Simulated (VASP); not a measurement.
## GaN: what each functional gives, and what it costs

Aim: compute the gap of GaN from the cheapest level upwards and hold each value against experiment. The levels: LDA, PBE, r2SCAN, TB-mBJ, SCAN, LAK, HSE06, B3LYP, PBE-EpsX, r2SCANh, HSEsol and PBE + SOC. LASPH is on for some levels and off for others; the table marks which. The start is a cell from a database of measured crystal structures.

Method: LDA; plane waves and PAW (Ga_d, N), in the first sound run; inputs show where later runs differ, in VASP 6.6.1.

Experimental background.

For GaN, wurtzite (bulk crystal), “Studying electronic properties in GaN without electrical contacts using γ-γ vs e−-γ Perturbed Angular Correlations” (2019, pmc:6823545) quotes earlier work: band gap (direct gap at Gamma, earlier experiment) 3.503 ± 0.005 eV [Cited literature value; temperature and sample not stated].

The database entry behind the starting cell differs from later determinations by our own check (about 0.3 % short, ideal inner coordinate), so it need not match the best structure at ambient conditions.

## 1. Starting point

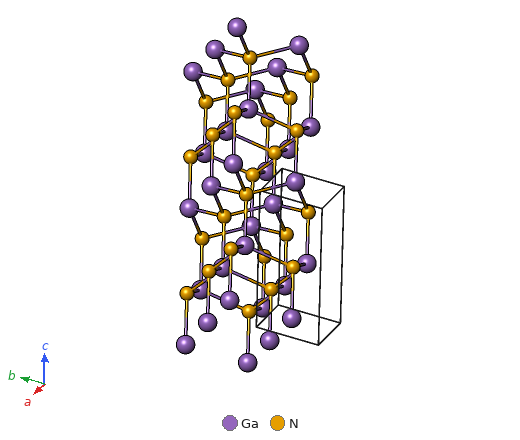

The starting structure, seen from a free direction (gallium purple, nitrogen orange). 3×2×2 cells are drawn. Some periodic images of atoms are drawn too.

## 2. Bands with LDA, k 5×5×3

The mesh alone shows little of the dispersion and can miss band extrema, so KPOINTS_OPT adds a path through the symmetry points after the self-consistent cycle. LDA, the lowest rung, knows the local density alone.

INCAR

```
SYSTEM = GaN
PREC = Accurate
ENCUT = 520
EDIFF = 1E-06
NELM = 100
ISMEAR = 0
SIGMA = 0.02
LREAL = .FALSE.
ALGO = Normal
GGA = CA
NBANDS = 32
LORBIT = 11
LWAVE = .FALSE.
LCHARG = .FALSE.
KPAR = 8
```

POSCAR

```
GaN
1.0
    3.1800000000      0.0000000000      0.0000000000
   -1.5900000000      2.7539607840      0.0000000000
    0.0000000000      0.0000000000      5.1660000000
Ga N
2 2
Direct
    0.3333333333      0.6666666667      0.0000000000
    0.6666666667      0.3333333333      0.5000000000
    0.3333333333      0.6666666667      0.3750000000
    0.6666666667      0.3333333333      0.8750000000
```

KPOINTS

```
Automatic mesh
0
Gamma
5 5 3
0 0 0
```

KPOINTS_OPT

```
Line mode
16
Line-mode
Reciprocal
  0.00000000   0.00000000   0.00000000 GAMMA
  0.50000000   0.00000000   0.00000000 M

  0.50000000   0.00000000   0.00000000 M
  0.33333333   0.33333333   0.00000000 K

  0.33333333   0.33333333   0.00000000 K
  0.00000000   0.00000000   0.00000000 GAMMA

  0.00000000   0.00000000   0.00000000 GAMMA
  0.00000000   0.00000000   0.50000000 A

  0.00000000   0.00000000   0.50000000 A
  0.50000000   0.00000000   0.50000000 L

  0.50000000   0.00000000   0.50000000 L
  0.33333333   0.33333333   0.50000000 H

  0.33333333   0.33333333   0.50000000 H
  0.00000000   0.00000000   0.50000000 A

  0.50000000   0.00000000   0.50000000 L
  0.50000000   0.00000000   0.00000000 M

  0.33333333   0.33333333   0.00000000 K
  0.33333333   0.33333333   0.50000000 H
```

PAW data sets: Ga_d and N (PBE family, release 64).

Launch:

```console
$ mpirun -np 8 vasp_std
```

Numbers of over 12 decimals in the logs are rounded to 6 here.

What it wrote:

```text
[banner, memory and clock lines left out]
running    8 mpi-ranks, on    1 nodes
 distrk:  each k-point on    1 cores,    8 groups
 distr:  one band on    1 cores,    1 groups

 POSCAR found type information on POSCAR GaN
 POSCAR found :  2 types and       4 ions
|                                                                             |
|           W    W    AA    RRRRR   N    N  II  N    N   GGGG   !!!           |
|           W    W   A  A   R    R  NN   N  II  NN   N  G    G  !!!           |
|           W    W  A    A  R    R  N N  N  II  N N  N  G       !!!           |
|           W WW W  AAAAAA  RRRRR   N  N N  II  N  N N  G  GGG   !            |
|           WW  WW  A    A  R   R   N   NN  II  N   NN  G    G                |
|           W    W  A    A  R    R  N    N  II  N    N   GGGG   !!!           |
|                                                                             |
|     For optimal performance we recommend to set                             |
|       NCORE = 2 up to number-of-cores-per-socket                            |
|     NCORE specifies how many cores store one orbital (NPAR=cpu/NCORE).      |
|     This setting can greatly improve the performance of VASP for DFT.       |
|     The default, NCORE=1 might be grossly inefficient on modern             |
|     multi-core architectures or massively parallel machines. Do your        |
|     Unfortunately you need to use the default for GW and RPA                |
|     calculations (for HF NCORE is supported but not extensively tested      |
|     yet).                                                                   |
|                                                                             |

|                                                                             |
|               ----> ADVICE to this user running VASP <----                  |
|                                                                             |
|     You enforced a specific xc type in the INCAR file but a different       |
|     [... a line on the potential file left out ...]
|     I HOPE YOU KNOW WHAT YOU ARE DOING!                                     |
|                                                                             |

 LDA part: xc-table for (Slater(with rela. corr.)+CA(PZ))
 , standard interpolation
 POSCAR, INCAR and KPOINTS ok, starting setup
 FFT: planning ... GRIDC
 FFT: planning ... GRID_SOFT
 FFT: planning ... GRID
 WAVECAR not read
 entering main loop
       N       E                     dE             d eps       ncg     rms          rms(c)
DAV:   1     0.293517012655E+03    0.29352E+03   -0.16292E+04   808   0.212E+03
DAV:   2     0.103898539632E+02   -0.28313E+03   -0.25850E+03   648   0.499E+02
DAV:   3    -0.305438410174E+02   -0.40934E+02   -0.40326E+02   752   0.129E+02
DAV:   4    -0.317919623007E+02   -0.12481E+01   -0.12469E+01   752   0.255E+01
DAV:   5    -0.318134707313E+02   -0.21508E-01   -0.21507E-01   752   0.334E+00    0.104E+01
DAV:   6    -0.280350233321E+02    0.37784E+01   -0.62496E+00  1080   0.416E+01    0.321E+00
DAV:   7    -0.280467526027E+02   -0.11729E-01   -0.10112E+00   672   0.666E+00    0.258E+00
DAV:   8    -0.280096717169E+02    0.37081E-01   -0.19502E-01   968   0.328E+00    0.147E+00
DAV:   9    -0.279876289416E+02    0.22043E-01   -0.39087E-02  1000   0.267E+00    0.453E-01
DAV:  10    -0.279880939511E+02   -0.46501E-03   -0.69772E-03   728   0.479E-01    0.159E-01
DAV:  11    -0.279880086591E+02    0.85292E-04   -0.54727E-04  1008   0.433E-01    0.977E-02
DAV:  12    -0.279879986295E+02    0.10030E-04   -0.71568E-05   720   0.547E-02    0.779E-02
DAV:  13    -0.279879989252E+02   -0.29568E-06   -0.80893E-05   784   0.499E-02    0.717E-02
DAV:  14    -0.279879902119E+02    0.87132E-05   -0.14965E-05   832   0.291E-02    0.110E-02
DAV:  15    -0.279879901658E+02    0.46102E-07   -0.17327E-06   640   0.672E-03
   1 F= -.27987990E+02 E0= -.27987990E+02  d E =-.526683E-11
 Start KPOINTS_OPT (optional k-point list driver)
k-point batch [1-10\144]
       N       E                     dE             ncg
DAV:   1     0.144490216936E+04   -0.21717E+04      824
DAV:   2    -0.127732914700E+04   -0.27222E+04      664
DAV:   3    -0.165214915097E+04   -0.37482E+03      744
DAV:   4    -0.166391979031E+04   -0.11771E+02      712
DAV:   5    -0.166411722753E+04   -0.19744E+00      800
DAV:   6    -0.166412444323E+04   -0.72157E-02      832
DAV:   7    -0.166412468378E+04   -0.24056E-03      864
DAV:   8    -0.166412468593E+04   -0.21456E-05      640
DAV:   9    -0.166412468599E+04   -0.59281E-07      496
[...]
k-point batch [141-144\144]
       N       E                     dE             ncg
DAV:   1     0.988757236967E+04   -0.55280E+04      288
DAV:   2     0.871343498602E+04   -0.11741E+04      264
DAV:   3     0.854589130952E+04   -0.16754E+03      304
DAV:   4     0.854009005853E+04   -0.58013E+01      288
DAV:   5     0.854000692804E+04   -0.83130E-01      312
DAV:   6     0.854000358530E+04   -0.33427E-02      360
DAV:   7     0.854000354477E+04   -0.40528E-04      320
DAV:   8     0.854000354452E+04   -0.24868E-06      264
```

The job ended after 8.8 s (8 MPI ranks of Intel Xeon 6975P-C (Granite Rapids), shared host; peak memory 1.4 GiB).

Lines that name or quote the potential files are left out of all logs, and their timing lines are given in words.

Parts of OUTCAR (step 2):

```text
ion  position               nearest neighbor table
   1  0.333  0.667  0.000-   3 1.94   4 1.95   4 1.95   4 1.95
   2  0.667  0.333  0.500-   4 1.94   3 1.95   3 1.95   3 1.95
   3  0.333  0.667  0.375-   1 1.94   2 1.95   2 1.95   2 1.95
   4  0.667  0.333  0.875-   2 1.94   1 1.95   1 1.95   1 1.95

  LATTYP: Found a hexagonal cell.
 ALAT       =     3.1800000000
 C/A-ratio  =     1.6245283019

 Subroutine GETGRP returns: Found 12 space group operations
 (whereof  6 operations were pure point group operations)

The static configuration has the point symmetry C_3v.
 The point group associated with its full space group is C_6v.

 Found     10 irreducible k-points:

   k-points           NKPTS =     10   k-points in BZ     NKDIM =     10   number of bands    NBANDS=     32

   dimension x,y,z NGX =    24 NGY =   24 NGZ =   40
   dimension x,y,z NGXF=    48 NGYF=   48 NGZF=   80

   ENCUT  =  520.0 eV  38.22 Ry    6.18 a.u.   5.91  5.91  9.61*2*pi/ulx,y,z

   NELECT =      36.0000    total number of electrons

 k-points in reciprocal lattice and weights: Automatic mesh
   0.00000000  0.00000000  0.00000000       0.013
   0.20000000  0.00000000  0.00000000       0.080
   0.40000000  0.00000000  0.00000000       0.080
   0.20000000  0.20000000  0.00000000       0.080
   0.40000000  0.20000000  0.00000000       0.080
   0.00000000  0.00000000  0.33333333       0.027
   0.20000000  0.00000000  0.33333333       0.160
   0.40000000  0.00000000  0.33333333       0.160
   0.20000000  0.20000000  0.33333333       0.160
   0.40000000  0.20000000  0.33333333       0.160

 average (electrostatic) potential at core
       1 -63.0847       2 -63.0847       3 -61.9878       4 -61.9878

 E-fermi :   5.1863

 k-point     1 :       0.0000    0.0000    0.0000
  band No.  band energies     occupation
    ...
     14       4.0228      2.00000
     15       4.0228      2.00000
     16       5.0369      2.00000
     17       5.1018      2.00000
     18       5.1018      2.00000
     19       7.0776      0.00000
     20       9.2984      0.00000
     21      14.1879      0.00000
     22      14.8357      0.00000
     23      14.8357      0.00000
    ...

 k-point     2 :       0.2000    0.0000    0.0000
  band No.  band energies     occupation
    ...
     14       1.7866      2.00000
     15       2.9267      2.00000
     16       3.3236      2.00000
     17       4.6008      2.00000
     18       4.7610      2.00000
     19       8.9138      0.00000
     20      10.8099      0.00000
     21      12.7641      0.00000
     22      13.7209      0.00000
     23      15.2610      0.00000
    ...

 k-point     3 :       0.4000    0.0000    0.0000
  band No.  band energies     occupation
    ...
     14       0.0104      2.00000
     15       0.6349      2.00000
     16       2.4168      2.00000
     17       3.2505      2.00000
     18       4.1916      2.00000
     19      10.0314      0.00000
     20      10.6546      0.00000
     21      11.2640      0.00000
     22      13.5141      0.00000
     23      15.3789      0.00000
    ...

  Total       -1.2728781     -1.2728781     -0.7007890      0.0000000     -0.0000000      0.0000000
  in kB      -45.0773236    -45.0773236    -24.8175318      0.0000000     -0.0000000      0.0000000
  external PRESSURE =     -38.3240597 kB  Pullay stress =       0.0000000 kB

  energy-cutoff  :      520.00
  volume of cell :       45.24
      direct lattice vectors                 reciprocal lattice vectors
     3.180000000  0.000000000  0.000000000     0.314465409  0.181556688  0.000000000
    -1.590000000  2.753960784  0.000000000     0.000000000  0.363113377  0.000000000
     0.000000000  0.000000000  5.166000000     0.000000000  0.000000000  0.193573364

 POSITION                                       TOTAL-FORCE (eV/Angst)
 -----------------------------------------------------------------------------------
     -0.00000      1.83597      0.00000        -0.000000      0.000000     -0.125718
      1.59000      0.91799      2.58300         0.000000      0.000000     -0.125718
     -0.00000      1.83597      1.93725         0.000000     -0.000000      0.125718
      1.59000      0.91799      4.52025        -0.000000      0.000000      0.125718
 -----------------------------------------------------------------------------------
    total drift:                               -0.000001     -0.000001      0.000381

  FREE ENERGIE OF THE ION-ELECTRON SYSTEM (eV)
  ---------------------------------------------------
  free  energy   TOTEN  =       -27.9879901658 eV

  energy  without entropy=      -27.9879901658  energy(sigma->0) =      -27.98799017

 total charge
# of ion       s       p       d       tot
------------------------------------------
    1        0.792   0.909  10.186  11.888
    2        0.792   0.909  10.186  11.888
    3        1.204   2.520   0.000   3.725
    4        1.204   2.520   0.000   3.725
--------------------------------------------------
tot          3.993   6.859  20.373  31.225

[... 3 further parts left out ...]
```

Spin-orbit coupling is off here; it would split degenerate levels. The PAW data sets were made with PBE, though LDA sets exist; this is a small mismatch. At this level the cell is under a tension of 3.8 GPa, so at these settings it is away from equilibrium.

This step gave:

| Item | Value |
| --- | --- |
| SCF cycles | 15 |
| electrons | 36 |
| bands | 32 |
| irreducible k-points | 10 |
| symmetry operations | 12 |
| free energy (TOTEN) | -27.99 eV |
| Fermi energy | 5.186 eV |
| pressure | -3.832 GPa |
| metallic | no |
| least gap on mesh and path | 1.976 eV |
| least direct gap on mesh and path | 1.976 eV |
| valence top at k | 0, 0, 0 |
| conduction bottom at k | 0, 0, 0 |
| least direct gap at k | 0, 0, 0 |

Electronic bands along the path, in eV, zero at the valence-band top; v1 is the highest filled band, c1 the lowest empty one:

```
    point     v4     v3     v2     v1    c1    c2    c3    c4
        Γ  -1.08  -0.07   0.00   0.00  1.98  4.20  9.09  9.73
        M  -4.34  -2.82  -2.31  -1.01  4.91  5.52  5.93  8.52
        K  -5.42  -3.09  -3.09  -2.76  4.95  7.74  7.74  8.28
        Γ  -1.08  -0.07   0.00   0.00  1.98  4.20  9.09  9.73
        A  -0.55  -0.55  -0.55  -0.55  4.23  4.23  8.36  8.36
        L  -1.99  -1.99  -1.95  -1.95  4.30  4.30  7.68  7.68
        H  -4.30  -4.30  -1.53  -1.53  6.38  6.38  7.17  7.17
        A  -0.55  -0.55  -0.55  -0.55  4.23  4.23  8.36  8.36
jump to L  -1.99  -1.99  -1.95  -1.95  4.30  4.30  7.68  7.68
        M  -4.34  -2.82  -2.31  -1.01  4.91  5.52  5.93  8.52
jump to K  -5.42  -3.09  -3.09  -2.76  4.95  7.74  7.74  8.28
        H  -4.30  -4.30  -1.53  -1.53  6.38  6.38  7.17  7.17
```

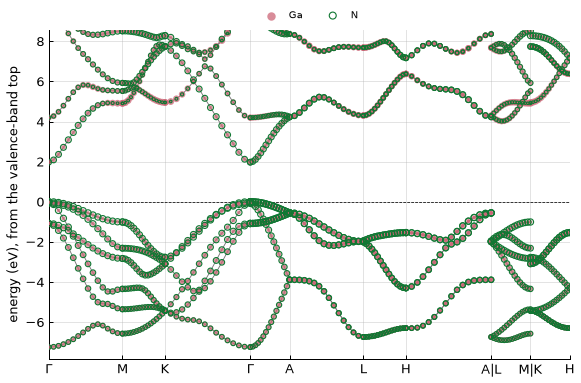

Electronic bands along the path; dots are coloured as in the legend, and their area grows with the weight.

Force by atom:

```
atom  x (eV/Å)  y (eV/Å)  z (eV/Å)   size
 Ga1     0.000     0.000    -0.126  0.126
 Ga2     0.000     0.000    -0.126  0.126
  N3     0.000     0.000     0.126  0.126
  N4     0.000     0.000     0.126  0.126
```

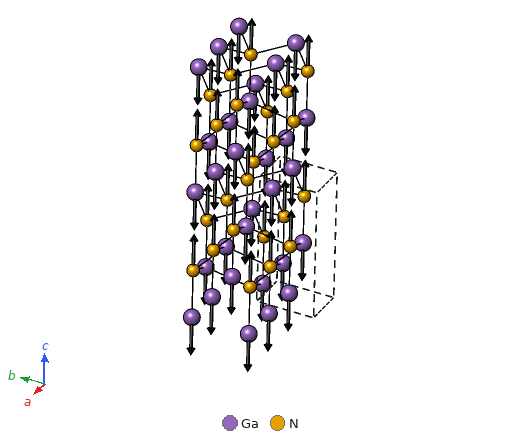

Force as arrows, the longest 0.126 eV/Å. 3×2×2 cells are drawn. Some periodic images of atoms are drawn too.

The gap is 1.98 eV, direct at Γ. The direct gap lies -1.53 eV from the measured 3.50 eV.

(Part 1 of 7 ends here.)

[Lines on the potential files, build, host, timing and source positions are cut from VASP's logs without a mark.]

[Logs are printed without paths, hosts, clocks, repeated set-up lines and the standing remarks that a program may print on its own settings, such as how far it seeks lower states.]

[Hosts, paths, dates, database ids (printed as entryN), source tags and the programs' standing remarks are cut or masked in the printed files.]

[A measured line is paired with the nearest computed mode of its activity, which favours agreement.]
